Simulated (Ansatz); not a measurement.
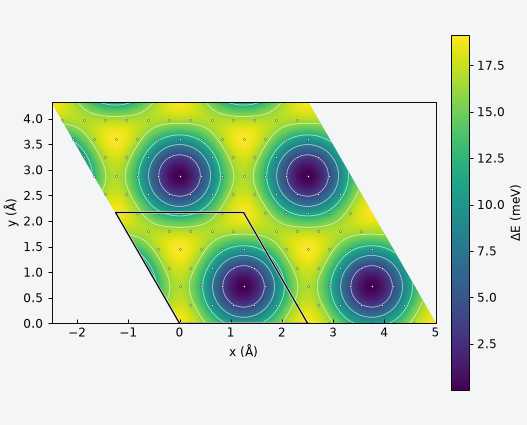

CO on a C(001) slab cut from the P6_3/mmc phase, its upper half relaxed before the scan (40 atoms of substrate and one adsorbate in a 2 × 2 cell). CO (O end down) is moved over the surface cell at a fixed height above a rigid substrate; the origin of the map has the adsorbate above C33; the height is held at 3.00 Å. Places are given modulo a cell vector. The map is drawn in real space over the plane of the surface. The scan uses a 6 × 6 grid; 10 points were computed and 26 follow by symmetry. Places are given in fractions of the 1 × 1 surface cell. Energies are in meV, from the lowest grid point. At a fixed height the lowest place need not be the adsorption site. This map comes from Ansatz, DFT PBE+D3(BJ), scalar-relativistic, plane waves, PAW. Settings: cutoff 420 eV, k-mesh 6×6×1, gaussian smearing 0.05 eV, no spin polarisation.

Drawn: a smooth colour map with a few white contour lines, dots at the grid points, the outline of one cell of the 2 × 2 shown. Between grid points the surface is interpolated.

The lowest grid point is at a sixfold hollow, (4/6, 2/6) of the cell vectors. No other kind of well shows on this grid. The highest grid point, the top site over a surface C atom, (2/6, 4/6) of the cell vectors, lies 19.1 meV above the lowest. On the interpolated surface the easiest way out of the lowest well to its copy in the next cell or period passes a barrier of about 17 meV.

The scan is repeated with another setting: the height is held at 2.70 Å; all else is set up alike.

Q: How does the landscape change?

A: The lowest place stays at a sixfold hollow, (4/6, 2/6) of the cell vectors. The span from the lowest to the highest grid point grows from 19.1 to 56.1 meV. The easiest pass out of the lowest well goes from about 17 to about 50 meV on the interpolated surfaces.

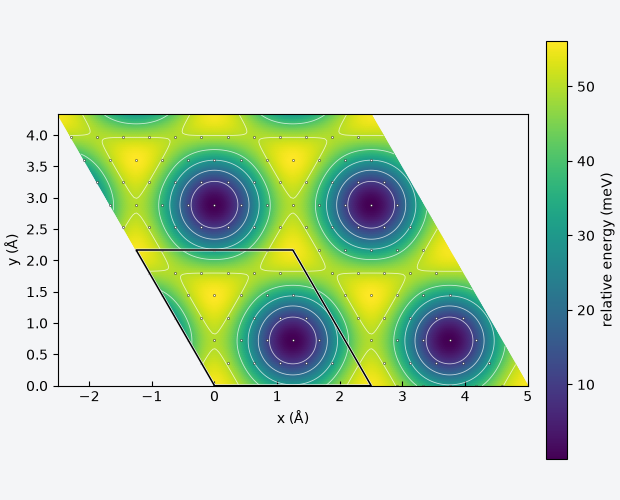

The map after the change, on a colour scale of its own. The picture shows a smooth colour map with a few white contour lines, dots at the grid points, the outline of one cell of the 2 × 2 shown. Between grid points the surface is interpolated.

PAW datasets: the set soft_1.
